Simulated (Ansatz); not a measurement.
# Os(0001) with 2 layers of random Os-Al, 2x2: scattering by chemical disorder

Wanted: resistance against the alloy's length, first Os(0001) with 2 layers of random Os-Al, 2x2.

Calculated with Ansatz 0.2.0; Ansatz plane-wave DFT, PBE, PAW files; ballistic transport by layer matching (Landauer), zero bias; PAW set soft_1.

## (1) The structure

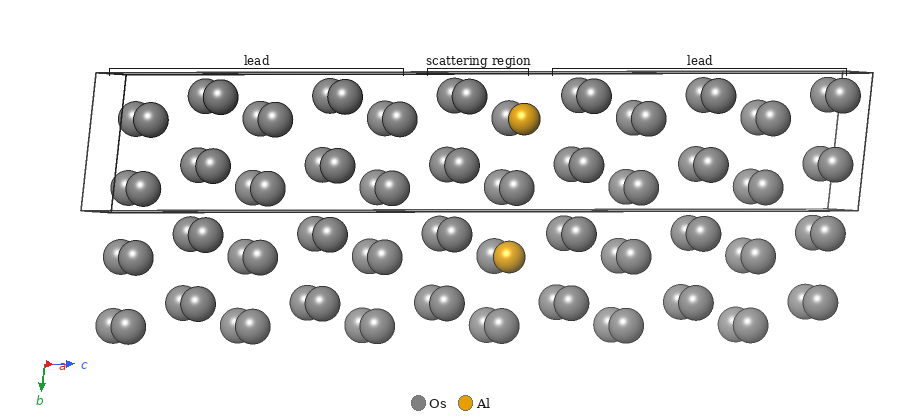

The cell as given, from the side, with the c axis across the page (osmium grey, aluminium orange). 1×2×1 cells are drawn.

The cell holds 48 atoms: 47 Os and 1 Al. Its edges and angles: a = 5.468 Å, b = 5.468 Å, c = 25.918 Å, α = 90.0°, β = 90.0°, γ = 120.0°. It derives from Os. Regions: lead, 40 atoms (40 Os); scattering region, 8 atoms (7 Os and 1 Al). The structure is stacked along c, and the current runs across the ab planes.

## (2) With 2 alloy layers

In 2 layers a share of 0.125 of the sites is given to Al at random. The layers about the cell's end stay perfect and serve as the lead. Energies from -0.05 to 0.05 eV in steps of 0.05 eV are too few for the program's thermal sum, so it prints no conductance; for a metal the transmission near the Fermi level serves, at a fraction of the cost.

Contents of input.yaml:

```yaml
crystal:
  lattice:
    - [5.4682, 0.0, 0.0]
    - [-2.7341, 4.735600113, 0.0]
    - [0.0, 0.0, 25.9182]
  atoms:
    - { symbol: Os, position: [0.1666666667, 0.3333333333, 0.0416666667] }
    - { symbol: Os, position: [0.1666666667, 0.8333333333, 0.0416666667] }
    - { symbol: Os, position: [0.6666666667, 0.3333333333, 0.0416666667] }
    - { symbol: Os, position: [0.6666666667, 0.8333333333, 0.0416666667] }
    - { symbol: Os, position: [0.3333333333, 0.1666666667, 0.125] }
    - { symbol: Os, position: [0.3333333333, 0.6666666667, 0.125] }
    - { symbol: Os, position: [0.8333333333, 0.1666666667, 0.125] }
    - { symbol: Os, position: [0.8333333333, 0.6666666667, 0.125] }
    - { symbol: Os, position: [0.1666666667, 0.3333333333, 0.2083333333] }
    - { symbol: Os, position: [0.1666666667, 0.8333333333, 0.2083333333] }
    - { symbol: Os, position: [0.6666666667, 0.3333333333, 0.2083333333] }
    - { symbol: Os, position: [0.6666666667, 0.8333333333, 0.2083333333] }
    - { symbol: Os, position: [0.3333333333, 0.1666666667, 0.2916666667] }
    - { symbol: Os, position: [0.3333333333, 0.6666666667, 0.2916666667] }
    - { symbol: Os, position: [0.8333333333, 0.1666666667, 0.2916666667] }
    - { symbol: Os, position: [0.8333333333, 0.6666666667, 0.2916666667] }
    - { symbol: Os, position: [0.1666666667, 0.3333333333, 0.375] }
    - { symbol: Os, position: [0.1666666667, 0.8333333333, 0.375] }
    - { symbol: Os, position: [0.6666666667, 0.3333333333, 0.375] }
    - { symbol: Os, position: [0.6666666667, 0.8333333333, 0.375] }
    - { symbol: Os, position: [0.3333333333, 0.1666666667, 0.4583333333] }
    - { symbol: Os, position: [0.3333333333, 0.6666666667, 0.4583333333] }
    - { symbol: Os, position: [0.8333333333, 0.1666666667, 0.4583333333] }
    - { symbol: Os, position: [0.8333333333, 0.6666666667, 0.4583333333] }
    - { symbol: Os, position: [0.1666666667, 0.3333333333, 0.5416666667] }
    - { symbol: Os, position: [0.1666666667, 0.8333333333, 0.5416666667] }
    - { symbol: Al, position: [0.6666666667, 0.3333333333, 0.5416666667] }
    - { symbol: Os, position: [0.6666666667, 0.8333333333, 0.5416666667] }
    - { symbol: Os, position: [0.3333333333, 0.1666666667, 0.625] }
    - { symbol: Os, position: [0.3333333333, 0.6666666667, 0.625] }
    - { symbol: Os, position: [0.8333333333, 0.1666666667, 0.625] }
    - { symbol: Os, position: [0.8333333333, 0.6666666667, 0.625] }
    - { symbol: Os, position: [0.1666666667, 0.3333333333, 0.7083333333] }
    - { symbol: Os, position: [0.1666666667, 0.8333333333, 0.7083333333] }
    - { symbol: Os, position: [0.6666666667, 0.3333333333, 0.7083333333] }
    - { symbol: Os, position: [0.6666666667, 0.8333333333, 0.7083333333] }
    - { symbol: Os, position: [0.3333333333, 0.1666666667, 0.7916666667] }
    - { symbol: Os, position: [0.3333333333, 0.6666666667, 0.7916666667] }
    - { symbol: Os, position: [0.8333333333, 0.1666666667, 0.7916666667] }
    - { symbol: Os, position: [0.8333333333, 0.6666666667, 0.7916666667] }
    - { symbol: Os, position: [0.1666666667, 0.3333333333, 0.875] }
    - { symbol: Os, position: [0.1666666667, 0.8333333333, 0.875] }
    - { symbol: Os, position: [0.6666666667, 0.3333333333, 0.875] }
    - { symbol: Os, position: [0.6666666667, 0.8333333333, 0.875] }
    - { symbol: Os, position: [0.3333333333, 0.1666666667, 0.9583333333] }
    - { symbol: Os, position: [0.3333333333, 0.6666666667, 0.9583333333] }
    - { symbol: Os, position: [0.8333333333, 0.1666666667, 0.9583333333] }
    - { symbol: Os, position: [0.8333333333, 0.6666666667, 0.9583333333] }
kpoints:
  mp_grid: { grid: [5, 5, 1] }
hamiltonian:
  xc: pbe
  pseudopotentials: { kind: paw, azcp: { folder: soft_1 } }
scf:
  occupations: { method: fermi_dirac, width: 0.1 }
output:
  transmission:
    leads: [[0, 8]]
    kmesh: [10, 10]
    e_range: [-0.05, 0.05]
    de: 0.05
  write_potential: true
  write_density: true
  volumetric_format: npy
```

Run with:

```bash
ansatz run input.yaml --threads 4 --pin off --max-ram 15360MiB --backend cpu --events-out ev --progress --plain --runs-dir out
```

Numbers of over 12 decimals in the logs are rounded to 6 here.

Output:

```text
Engine: ansatz 0.2.0, aarch64-unknown-linux-gnu
Pseudopotentials: kind: paw
Pseudopotential: Os, paw, valence charge 16, recommended cutoff 420 eV (normal), soft_1/Os.paw.azcp
Pseudopotential: Al, paw, valence charge 3, recommended cutoff 420 eV (normal), soft_1/Al.paw.azcp
Functional definition: PBE
  parameter kappa = 0.804
  parameter beta = 0.066725
  exchange = pbe_x(kappa = kappa, mu = beta*pi^2/3)
  correlation = pbe_c(beta = beta)
Crystal: 48 atoms, lattice volume = 671.157 Å³
Basis set: ecut = 420 eV, 13017 PW (Γ)
Bands: 453, of which v1, the nominal top of the filled ones, is band 378 counted from 1 (377 counted from 0)
Symmetry: 12 space group operations
Space group: P-6m2 (ITA 187), of the structure as read, at distance tolerance 8.8e-5 Å
k-points: 5 of 25 (time reversal used)
Non-local potential: Os, projectors of the file, l = 0: 3, l = 1: 2, l = 2: 2, l = 3: 1
Non-local potential: Al, projectors of the file, l = 0: 2, l = 1: 2, l = 2: 1
PAW form: soft (Blöchl's): semilocal exchange-correlation on the pseudo side does not see the compensation charge
PAW one-centre angular grid: Os, 590 points (default); XC on 64 Gauss nodes
PAW one-centre angular grid: Al, 110 points (default); XC on 64 Gauss nodes
Initial density: superposition of atomic densities (chi_scale 0.1, normalization cell, long waves kept (reshape's long-wave potential 0.90 eV rms))
Initial wavefunctions: pseudopotential atomic-orbital guess
Functional: x = pbe(κ = 0.804, μ = 0.219515), c = pbe(β = 0.066725)
SCF iter   1: F=—  HF=-535698.374352 eV  |F-HF|=—  |Δ(HF+E_count)|=         —  Δρ=8.66e-2  dr2=1.99e3  ethr=3.10e-3  ⟨swp⟩=5.2  Hψ=7329  notcnv=0  defer=17
preconditioner: auto → Kerker (q_TF=auto, 2.782 Å⁻¹)  [metal: Δε(μ)=0.003 eV  Ē_g=6.333 eV  σ=0.100 eV  W_gap=0.01  n_scr=268 (ndim 8)  ℏωp=27.9 eV  f_vac=0.000  D(μ)=32.41/eV (n_scr^D=306)]
SCF iter   2: F=—  HF=-535684.835105 eV  |F-HF|=—  |Δ(HF+E_count)|=    1.35e1  Δρ=5.12e-2  dr2=9.78e2  ethr=3.10e-3  ⟨swp⟩=2.6  Hψ=3532  notcnv=0  defer=66
SCF iter   3: F=—  HF=-535675.920834 eV  |F-HF|=—  |Δ(HF+E_count)|=    8.91e0  Δρ=1.31e-2  dr2=1.26e1  ethr=3.10e-3  ⟨swp⟩=2.8  Hψ=5024  notcnv=0  defer=53
SCF iter   4: F=—  HF=-535675.421699 eV  |F-HF|=—  |Δ(HF+E_count)|=   4.99e-1  Δρ=4.04e-3  dr2=7.58e0  ethr=1.67e-3  ⟨swp⟩=2.0  Hψ=2888  notcnv=0  defer=27
SCF iter   5: F=—  HF=-535675.361981 eV  |F-HF|=—  |Δ(HF+E_count)|=   5.97e-2  Δρ=1.36e-3  dr2=4.12e-2  ethr=1.00e-3  ⟨swp⟩=1.0  Hψ=2238  notcnv=0  defer=27
SCF iter   6: F=—  HF=-535675.360530 eV  |F-HF|=—  |Δ(HF+E_count)|=   1.45e-3  Δρ=2.41e-4  dr2=3.26e-3  ethr=5.46e-6  ⟨swp⟩=1.0  Hψ=2238  notcnv=0  defer=27
SCF iter   7: F=—  HF=-535675.360419 eV  |F-HF|=—  |Δ(HF+E_count)|=   1.11e-4  Δρ=7.14e-5  dr2=1.66e-4  ethr=4.31e-7  ⟨swp⟩=1.4  Hψ=2240  notcnv=0  defer=27
SCF iter   8: F=—  HF=-535675.360450 eV  |F-HF|=—  |Δ(HF+E_count)|=   3.12e-5  Δρ=1.47e-5  dr2=1.09e-5  ethr=2.20e-8  ⟨swp⟩=2.0  Hψ=2907  notcnv=0  defer=27
SCF iter   9: F=—  HF=-535675.361791 eV  |F-HF|=—  |Δ(HF+E_count)|=   1.34e-3  Δρ=3.23e-6  dr2=7.79e-7  ethr=1.45e-9  ⟨swp⟩=1.4  Hψ=2275  notcnv=0  defer=27
SCF iter  10: F=-535675.361791 eV  HF=-535675.361791 eV  |F-HF|=5.84e-8  |Δ(HF+E_count)|=   3.49e-8  Δρ=8.40e-7  dr2=6.06e-8  ethr=1.32e-11  ⟨swp⟩=8.2  Hψ=4796  notcnv=0
SCF 1 converged in 10 iterations: F = -535675.361791 eV  dr2 = 6.06e-8
  greatest PAW one-centre occupation: 1.000 electrons in one spin orbital (limit 2), on the Os atom at site 29 (counted from 0), in its partial waves of l = 0
transmission: 68 of 672 steps passed
transmission: 137 of 672 steps passed
[...]
transmission: 672 of 672 steps passed
SCF converged after 10 iterations
Free energy (F): -535675.361791 eV
Harris-Foulkes:  -535675.361791 eV  (|F-HF|=5.84e-8)
Internal energy: -535674.227107 eV  (E = F + TS)
E sigma→0 (E₀):  -535674.794449 eV
Entropy (-TS):   -1.134683 eV (-23.639 meV/atom)
Fermi energy:    25.682961 eV
--- Per-component energies (eV) ---
  E_band       = -3243.629655
  E_kinetic    = 23173.321205
  E_local      = -46169.512799  (includes V_loc(G=0)·N_el)
  E_nonlocal   = 9226.685731
  E_hartree    = 16944.079489
  E_xc         = -11043.570253
  E_vxc        = -11621.245026  (∫ρ·V_xc dr)
  E_paw        = -425687.190517  (= ΣΔE_a)
  E_vpaw       = -11741.057859  (= ΣTr[D̂ρ^β])
  E_aug_tail   = 0.020570  (compensation charges beyond the density's cutoff)
  E_ewald      = -102118.060533
  E_smearing   = -1.134683  (= −TS)
  E_closure    = 0.000000  (closes the sum)
  Σ components = -535675.361791   (vs F -535675.361791, Δ=0.00e0)
--- Band table (eV; the first three rows and the last of 5) ---
  k-point 0: bands = [... 374 lower, 26.2584, 26.3023, 26.3023, 26.3934, 26.4262, 26.4262, 26.4699, 26.6334, ... 71 higher]
  k-point 1: bands = [... 374 lower, 25.8215, 25.8495, 25.8640, 25.9339, 26.0994, 26.1771, 26.3393, 26.5798, ... 71 higher]
  k-point 2: bands = [... 374 lower, 25.3431, 25.4856, 25.4965, 25.5484, 25.5492, 25.6320, 25.7066, 25.7176, ... 71 higher]
  k-point 4: bands = [... 374 lower, 25.2406, 25.2847, 25.3849, 25.4232, 25.4965, 25.5373, 25.6101, 25.7806, ... 71 higher]
--- Transmission ---
  basis      : 223 plane waves across, 48 finite elements along
  points     : 14, standing for a mesh of 10 x 10
  energies   : 3 from -0.050000 to 0.050000 eV about the Fermi level, 0.050000 eV apart; the leads are filled to 0.000000 eV, and channels, transmission and decay are at 0.000000 eV
  crystal 0  : Os8, at the sites [0, 8], period 4.3197 Å, over 23.76 Å; its Hamiltonian steps by up to 12.8 meV
    offset         : up to 0.0000 Å between an atom of the period and one for which it stands
    channels       : 4.550000e0 a spin
    conductance    : none, the energies end too early or step too widely for 300 K: set another output.transmission.e_range or a lower de, or, where they end at an eighth of basis.ecutwfc, a higher one
  junction   : crystal 0 to crystal 0, 1.46 to 23.06 Å
    transmission   : 2.527320e0 a spin
    conductance    : none, the energies end too early or step too widely for 300 K: set another output.transmission.e_range or a lower de, or, where they end at an eighth of basis.ecutwfc, a higher one
```

It took 3 min on 4 threads of Arm Neoverse V1, shared host; peak memory 5.6 GiB; 11 min of CPU time.

This step gave:

```
free energy                                    : -535675.3618 eV
energy at zero smearing                        : -535674.7944 eV
Fermi energy                                   : 25.68 eV
cell area                                      : 25.90 Å²
transmission per spin nearest the Fermi level  : 2.527
open channels per spin nearest the Fermi level : 4.55
step of the lead's potential                   : 12.8 meV
```

Per spin. The transmission, zone mean by energy, zero at the Fermi level:

| energy (eV) | transmission, zone mean |
| --- | --- |
| -0.0500 | 2.58 |
| 0.0000 | 2.53 |
| 0.0500 | 2.54 |

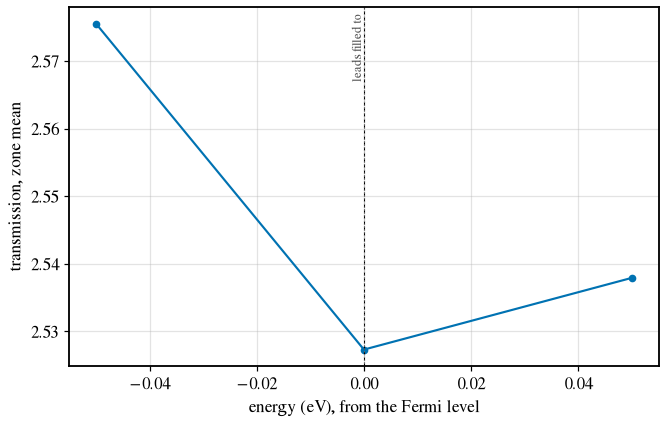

Transmission, zone mean against energy.

Per spin. The open channels, zone mean, lead by energy, zero at the Fermi level:

| energy (eV) | open channels, zone mean, lead |
| --- | --- |
| -0.0500 | 4.5 |
| 0.0000 | 4.55 |
| 0.0500 | 4.55 |

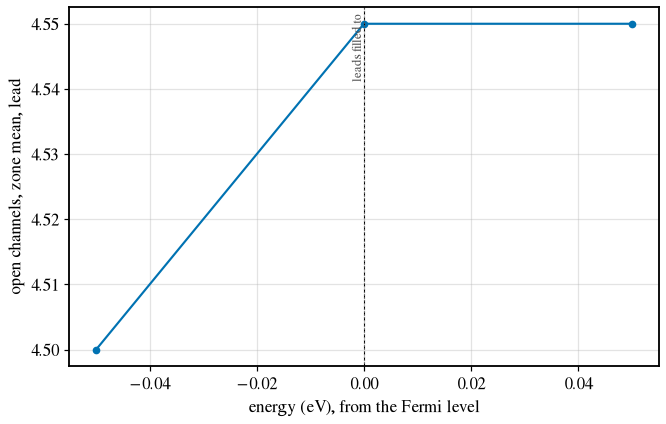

Open channels, zone mean, lead, plotted against energy.

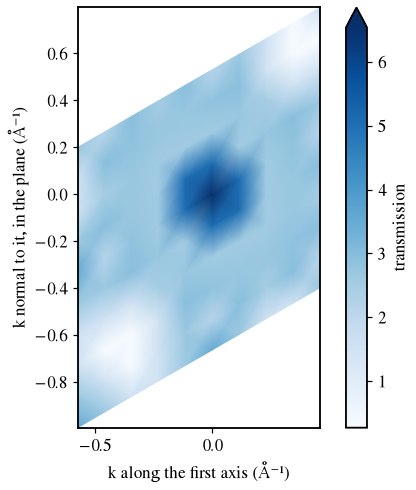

Transmission over k1 and k2. At 0.0000 eV from the Fermi level.

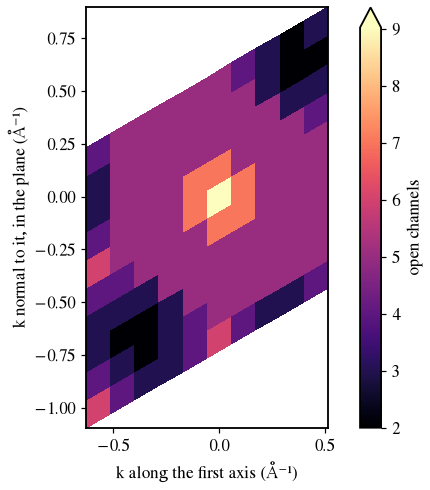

Open channels over k1 and k2. At 0.0000 eV from the Fermi level.

Over the solved energies the transmission per spin lies between 2.53 and 2.58, out of 4.53 channels of the lead on average (up to 4.55).

[end of part 1 of 2]

[Logs are printed without paths, hosts, clocks, repeated set-up lines and the standing remarks that a program may print on its own settings, such as how far it seeks lower states.]

[Hosts, paths, dates, database ids (printed as entryN), source tags and the programs' standing remarks are cut or masked in the printed files.]
